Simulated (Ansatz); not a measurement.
# AlN (P6_3mc): a many-body input that goes wrong, and its mend

Aim: the G0W0 gap of AlN (P6_3mc). The first input has a fault.

Method: G0W0 on PBE, plane waves, PAW, in Ansatz 0.2.0.

The database entry behind the starting cell differs from later determinations by our own check (inner coordinate u about 0.002 short), so it need not match the best structure at ambient conditions.

### 1. Starting point

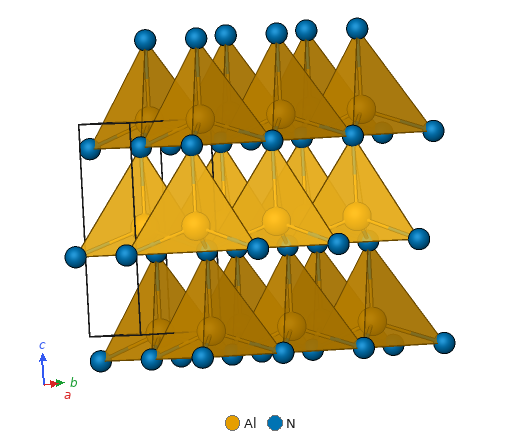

Start, viewed slightly off an axis; aluminium orange, nitrogen blue. 2×3×1 cells are drawn. Some periodic images of atoms are drawn too.

The cell and positions come from the Crystallography Open Database and are kept as given unless a step says otherwise. The default PAW set here is soft_1. Its files were made with PBE.

### 2. First try

input.yaml

```yaml
crystal:
  lattice:
    - [3.113, 0.0, 0.0]
    - [-1.5565, 2.695937082, 0.0]
    - [0.0, 0.0, 4.981]
  atoms:
    - { symbol: Al, position: [0.3333333333, 0.6666666667, 0.0] }
    - { symbol: Al, position: [0.6666666667, 0.3333333333, 0.5] }
    - { symbol: "N", position: [0.3333333333, 0.6666666667, 0.38] }
    - { symbol: "N", position: [0.6666666667, 0.3333333333, 0.88] }
kpoints:
  mp_grid: { grid: [6, 6, 2] }
hamiltonian:
  xc: pbe
  pseudopotentials: { kind: paw, azcp: { folder: "./paw" } }
scf:
  occupations: { method: fixed }
gw:
  n_empty_bands: 4
  ecut_chi: 40
  qp_bands: [v2, c2]
  qp_kpoints: band_edges
  screening: { model: contour_deformation }
```

Launch:

```bash
$ ansatz run input.yaml --threads 3 --pin off --max-ram 92160MiB --backend cuda --events-out ev --progress --plain --runs-dir out --devices 1 --max-vram 13GiB
```

Numbers of over 12 decimals in the logs are rounded to 6 here.

Output:

```text
GPUs: using 1 of 1 available (devices: 1).
Engine: ansatz 0.2.0, x86_64-unknown-linux-gnu
Pseudopotentials: kind: paw
Pseudopotential: Al, paw, valence charge 3, recommended cutoff 420 eV (normal), <dir>
Pseudopotential: N, paw, valence charge 5, recommended cutoff 420 eV (normal), <dir>
Functional definition: PBE
  parameter kappa = 0.804
  parameter beta = 0.066725
  exchange = pbe_x(kappa = kappa, mu = beta*pi^2/3)
  correlation = pbe_c(beta = beta)
device memory: the entry about to start is reckoned to put 0.8 GiB on a device that reports 66.9 GiB free (of which the cap on the GPU budget leaves the run 13.0 GiB)
GPU FFT provider: cuFFT
GPU libraries: cuBLAS 13.8.2, cuFFT 12.4.0, cuSOLVER 12.3.4
Crystal: 4 atoms, lattice volume = 41.803 Å³
Basis set: ecut = 420 eV, 809 PW (Γ)
Bands: 12, of which v1, the nominal top of the filled ones, is band 8 counted from 1 (7 counted from 0)
Symmetry: 12 space group operations
Space group: P63mc (ITA 186), of the structure as read, at distance tolerance 3.5e-5 Å
k-points: 14 of 72
Non-local potential: Al, projectors of the file, l = 0: 2, l = 1: 2, l = 2: 1
Non-local potential: N, projectors of the file, l = 0: 2, l = 1: 2, l = 2: 1
PAW form: soft (Blöchl's): semilocal exchange-correlation on the pseudo side does not see the compensation charge
PAW one-centre angular grid: Al, 110 points (default); XC on 64 Gauss nodes
PAW one-centre angular grid: N, 110 points (default); XC on 64 Gauss nodes
Initial density: superposition of atomic densities (chi_scale 0.1, normalization cell, long waves kept (reshape's long-wave potential 0.00 eV rms))
Initial wavefunctions: pseudopotential atomic-orbital guess
GPU buffer pool allocated for 20736 grid points (all kernels)
GPU transforms: local potential and band sums: pruned to the plane-wave sphere, on 24×24×36
Functional: x = pbe(κ = 0.804, μ = 0.219515), c = pbe(β = 0.066725)
SCF iter   1: F=—  HF=-1851.407074 eV  |F-HF|=—  |Δ(HF+E_count)|=         —  Δρ=1.39e-1  dr2=9.83e0  ethr=3.10e-3  ⟨swp⟩=4.9  Hψ=895  notcnv=0  defer=10
preconditioner: auto → none  [insulator: Δε(μ)=5.473 eV  Ē_g=14.255 eV  n_scr=2 (ndim 8)  ℏωp=23.0 eV  f_vac=0.000  ε∞_Penn≈3.6]
SCF iter   2: F=—  HF=-1848.927994 eV  |F-HF|=—  |Δ(HF+E_count)|=    2.48e0  Δρ=7.66e-2  dr2=1.45e0  ethr=3.10e-3  ⟨swp⟩=3.1  Hψ=514  notcnv=0  defer=25
SCF iter   3: F=—  HF=-1848.520487 eV  |F-HF|=—  |Δ(HF+E_count)|=   4.08e-1  Δρ=2.33e-2  dr2=1.15e-1  ethr=3.10e-3  ⟨swp⟩=2.2  Hψ=390  notcnv=0  defer=26
SCF iter   4: F=—  HF=-1848.508182 eV  |F-HF|=—  |Δ(HF+E_count)|=   1.23e-2  Δρ=1.37e-3  dr2=4.07e-4  ethr=7.17e-4  ⟨swp⟩=2.0  Hψ=204  notcnv=0  defer=28
SCF iter   5: F=—  HF=-1848.508043 eV  |F-HF|=—  |Δ(HF+E_count)|=   1.38e-4  Δρ=3.67e-4  dr2=1.40e-5  ethr=2.54e-6  ⟨swp⟩=2.0  Hψ=266  notcnv=0  defer=28
SCF iter   6: F=—  HF=-1848.508049 eV  |F-HF|=—  |Δ(HF+E_count)|=   5.28e-6  Δρ=2.77e-5  dr2=2.03e-7  ethr=8.75e-8  ⟨swp⟩=2.0  Hψ=280  notcnv=0  defer=1
SCF iter   7: F=-1848.508049 eV  HF=-1848.508049 eV  |F-HF|=1.82e-9  |Δ(HF+E_count)|=   6.78e-8  Δρ=2.83e-6  dr2=1.85e-9  ethr=6.25e-10  ⟨swp⟩=4.1  Hψ=727  notcnv=0
SCF 1 converged in 7 iterations: F = -1848.508049 eV  dr2 = 1.85e-9
[...]
device memory: the entry about to start is reckoned to put 1.3 GiB on a device that reports 63.5 GiB free (of which the cap on the GPU budget leaves the run 13.0 GiB)
NSCF: frozen V_eff on 14 k-points
[...]
device memory: the entry about to start is reckoned to put 0.4 GiB on a device that reports 61.6 GiB free (of which the cap on the GPU budget leaves the run 13.0 GiB)
NSCF: frozen V_eff on 14 k-points, pencils in batches of 32, up to order 68
G₀W₀ screening: q 1/14
[... further progress lines ...]
SCF converged after 7 iterations
Free energy (F): -1848.508049 eV
Harris-Foulkes:  -1848.508049 eV  (|F-HF|=1.82e-9)
Internal energy: -1848.508049 eV  (E = F + TS)
E sigma→0 (E₀):  -1848.508049 eV
Fermi energy:    7.112221 eV
--- Per-component energies (eV) ---
  E_band       = 30.288186
  E_kinetic    = 313.411556
  E_local      = -420.944567  (includes V_loc(G=0)·N_el)
  E_nonlocal   = 89.103105
  E_hartree    = 155.481626
  E_xc         = -198.149517
  E_vxc        = -214.038368  (∫ρ·V_xc dr)
  E_paw        = -1195.748764  (= ΣΔE_a)
  E_vpaw       = -48.208844  (= ΣTr[D̂ρ^β])
  E_aug_tail   = 0.001782  (compensation charges beyond the density's cutoff)
  E_ewald      = -591.663270
  E_smearing   = -0.000000  (= −TS)
  E_closure    = 0.000000  (closes the sum)
  Σ components = -1848.508049   (vs F -1848.508049, Δ=0.00e0)
--- Band table (eV; the first three rows and the last of 14) ---
  k-point 0: bands = [... 4 lower, 6.2845, 6.9330, 6.9330, 7.1122, 11.3259, 13.7812, 17.7272, 18.2821]
  k-point 1: bands = [... 4 lower, 6.5991, 6.5991, 6.5991, 6.5991, 13.5799, 13.5799, 17.4643, 17.4643]
  k-point 2: bands = [... 4 lower, 5.6450, 5.8936, 6.8545, 6.9420, 12.6096, 14.8408, 16.2977, 16.9064]
  k-point 13: bands = [... 4 lower, 3.2960, 3.2960, 6.3356, 6.3356, 14.5445, 14.5445, 14.9798, 14.9798]
--- G₀W₀: contour deformation, 5 samples at zero and on the imaginary axis and 1 off it, 72 q-points, 4 empty bands' worth ---
  eigenvalues of the whole cell's RPA ε∞ on this k-mesh (on a slab, of 1 + 4πα/V) = 3.7632, 3.7632, 3.9021; static W/v taken at q = 0 is 0.260262
  bands read: the sum over 12 bands ends inside a degenerate multiplet in 1 slot, whose members it reads at an even weight; the widest, k=0: bands 12 to 13 (counted from 1) at 1/2 each
  gw.qp_kpoints: band_edges: 12 of 14 stored k-points solved, in 1 pass; an edge of the gap read off the rows below is read off those points alone
    valence top: of the k-points left out ik 8 came nearest to being solved in a further pass, in band 8 (counted from 1, as in the quasiparticle table): it holds the edge there only if its correction is more favourable than any solved in that band by at least 0.587 eV; those differ by 0.378 eV
    conduction bottom: of the k-points left out ik 9 came nearest to being solved in a further pass, in band 10 (counted from 1, as in the quasiparticle table): it holds the edge there only if its correction is more favourable than any solved in that band by at least 2.628 eV; those differ by 0.594 eV
  `?` marks the rows in doubt; gw_qp.tsv's column doubts and the gw_qp event give each row's grounds
    ik  band        ε_KS         Σx   Σc(E_QP)       V_xc       Z   E_QP_lin       E_QP  E_QP is
     0     7      6.9330   -21.6975     3.8892   -17.6723  0.7929     6.7968     6.7971  root
     0     8      7.1122   -21.8832     3.9715   -17.8131  0.7920     7.0136     7.0137  root
     0     9     11.3259    -9.7611    -2.6118   -14.4587  0.8397    13.4551    13.4118  root
     0    10     13.7812    -7.9534    -2.6667   -13.2049  0.8528    16.4403    16.3659  root
     1     7      6.5991   -21.7090     3.9744   -17.5255  0.7897     6.3894     6.3900  root
     1     8      6.5991   -21.7090     3.9744   -17.5255  0.7897     6.3894     6.3900  root
     1     9     13.5799    -9.3836    -2.7337   -14.6350  0.8353    16.1757    16.0976  root
     1    10     13.5799    -9.3836    -2.7337   -14.6350  0.8353    16.1757    16.0976  root
     2     7      6.8545   -21.7844     3.9200   -17.7070  0.7918     6.6967     6.6970  root
     2     8      6.9420   -21.8269     3.9823   -17.7166  0.7909     6.8139     6.8142  root
     2     9     12.6096   -10.0764    -2.6121   -15.0061  0.8323    14.9879    14.9271  root
     2    10     14.8408    -7.8978    -2.6997   -13.3808  0.8489    17.7244    17.6241  root ?
     3     7      6.3422   -21.5783     4.0087   -17.3129  0.7875     6.0846     6.0855  root
     3     8      6.3422   -21.5783     4.0087   -17.3129  0.7875     6.0846     6.0855  root
     3     9     14.0448    -8.7487    -2.7736   -14.0869  0.8315    16.6994    16.6093  root
[...]
12     9     12.1787    -4.8365    -2.5507    -9.4828  0.8532    14.3195    14.2742  root
    12    10     15.4789    -7.6689    -3.1714   -13.4153  0.8122    18.1761    18.0541  root ?
    13     7      6.3356   -21.7932     4.0651   -17.4711  0.7854     6.0778     6.0787  root
    13     8      6.3356   -21.7932     4.0651   -17.4711  0.7854     6.0778     6.0787  root
    13     9     14.5445    -6.8382    -2.8918   -12.2058  0.8270    17.1143    17.0202  root
    13    10     14.5445    -6.8382    -2.8918   -12.2058  0.8270    17.1143    17.0202  root
```

Wall time 15 s (1 × NVIDIA H100 80GB HBM3 (shared by 6 runs) with 3 threads of AMD EPYC 7R13 (Zen 3), shared host); peak memory 0.98 GiB.

In the SCF lines HF is the Harris–Foulkes energy and dr2 the Hartree energy of the density residual, in eV; the loop may stop once dr2 is under the threshold and the program's other checks hold. Hψ counts applications of the Hamiltonian.

**Diagnosis.**

The run ended normally, though the input holds a fault or crude settings.

The fault: four empty bands in G0W0. The sums over empty states are cut off almost at the gap, so screening and correlation are far from complete.

It printed a gap of 6.40 eV, which is an artefact of the settings.

### 3. A better input

Now the one-shot GW correction: screening in the RPA, then the self-energy of the levels asked for.

input.yaml: that of step 2 with these lines changed.

```diff
@@ -11,3 +11,3 @@
 kpoints:
-  mp_grid: { grid: [6, 6, 2] }
+  mp_grid: { grid: [6, 6, 4] }
 hamiltonian:
@@ -18,4 +18,4 @@
 gw:
-  n_empty_bands: 4
-  ecut_chi: 40
+  n_empty_bands: 124
+  ecut_chi: 120
   qp_bands: [v2, c2]
```

Output:

```text
GPUs: using 1 of 1 available (devices: 1).
[...]
GPU FFT provider: cuFFT
GPU libraries: cuBLAS 13.8.2, cuFFT 12.4.0, cuSOLVER 12.3.4
Crystal: 4 atoms, lattice volume = 41.803 Å³
Basis set: ecut = 420 eV, 809 PW (Γ)
Bands: 12, of which v1, the nominal top of the filled ones, is band 8 counted from 1 (7 counted from 0)
[... 1 set-up line as in the run before ...]
[...]
k-points: 21 of 144 (time reversal used)
[...]
GPU buffer pool allocated for 20736 grid points (all kernels)
[...]
SCF iter   1: F=—  HF=-1851.407366 eV  |F-HF|=—  |Δ(HF+E_count)|=         —  Δρ=1.39e-1  dr2=9.84e0  ethr=3.10e-3  ⟨swp⟩=4.8  Hψ=1366  notcnv=0  defer=10
[...]
SCF iter   7: F=-1848.508205 eV  HF=-1848.508205 eV  |F-HF|=1.96e-9  |Δ(HF+E_count)|=   7.05e-8  Δρ=2.65e-6  dr2=1.58e-9  ethr=6.25e-10  ⟨swp⟩=4.1  Hψ=1133  notcnv=0
SCF 1 converged in 7 iterations: F = -1848.508205 eV  dr2 = 1.58e-9
[...]
0     7      6.9331   -21.7172     3.2210   -17.6723  0.7830     6.1030     6.1092  root
     0     8      7.1126   -21.7778     3.1720   -17.8132  0.7831     6.3143     6.3199  root
     0     9     11.3260    -9.8000    -3.8585   -14.4586  0.8175    12.1302    12.1260  root
     0    10     13.7812    -7.9362    -4.3896   -13.2051  0.8235    14.6665    14.6605  root
     1     7      6.8333   -21.7205     3.2530   -17.6285  0.7825     5.9878     5.9943  root
     1     8      6.8333   -21.7205     3.2530   -17.6285  0.7825     5.9878     5.9943  root
     1     9     12.2816   -10.1396    -3.9321   -14.9413  0.8112    13.1565    13.1511  root
     1    10     13.8987    -8.2310    -4.4157   -13.5497  0.8194    14.8082    14.8017  root
[...]
20     7      6.3358   -21.7364     3.3650   -17.4712  0.7799     5.4275     5.4356  root
    20     8      6.3358   -21.7364     3.3650   -17.4712  0.7799     5.4275     5.4356  root
    20     9     14.5445    -6.8458    -4.5521   -12.2056  0.8056    15.3587    15.3523  root
    20    10     14.5445    -6.8458    -4.5521   -12.2056  0.8056    15.3587    15.3523  root
[key lines of the parts left out:]
SCF converged after 7 iterations
Free energy (F): -1848.508205 eV
Fermi energy:    7.112566 eV
```

Elapsed: 26 s, on 1 × NVIDIA H100 80GB HBM3 (shared by 6 runs) with 3 threads; peak memory 1.1 GiB.

This step gave:

```yaml
bands_summed: 132
rpa_eps_infinity_on_this_mesh_eigenvalues: 4.225, 4.225, 4.374
plane_waves_in_the_screening_matrix: 135
q_points_in_the_mesh: 144
g0w0_gap_on_the_mesh: 5.806 eV
k_of_the_valence_top: 0, 0, 0
k_of_the_conduction_bottom: 0, 0, 0
starting_gap_on_the_mesh: 4.213 eV
z_at_the_valence_top: 0.7831
z_at_the_conduction_bottom: 0.8175
least_direct_g0w0_gap_on_the_computed_points: 5.806 eV
```

The gap on the mesh goes from 4.21 eV to 5.81 eV, a correction of +1.59 eV. Between the two edge states, bare exchange in place of the xc potential would open the gap by 8.62 eV, and correlation takes back 7.03 eV.

### 4. Results

| Property | Result |
| --- | --- |
| first try | converged after 15 s |
| better run | G0W0 gap on the mesh 5.81 eV (6×6×4 mesh, 124 empty bands, screening to 120 eV) |

**Reading.** The second run differs in: mesh, empty bands and screening cutoff (eV). Bands and cutoff are finite, so the gap is not at the basis limit. The miss can reach some tenths of an eV and take either sign; the mesh is an error of its own.

[Paths, hosts, dates, memory and timing lines, banners, echoed tables and standing remarks are left out of the program output.]

[Logs are printed without paths, hosts, clocks, repeated set-up lines and the standing remarks that a program may print on its own settings, such as how far it seeks lower states.]

[Runs of the session that timed out or met a known fault of the program may be left out.]

[Cells called generated may have been cut or substituted from an entry of the Crystallography Open Database or the Materials Project.]

[Hosts, paths, dates, database ids (printed as entryN), source tags and the programs' standing remarks are cut or masked in the printed files.]
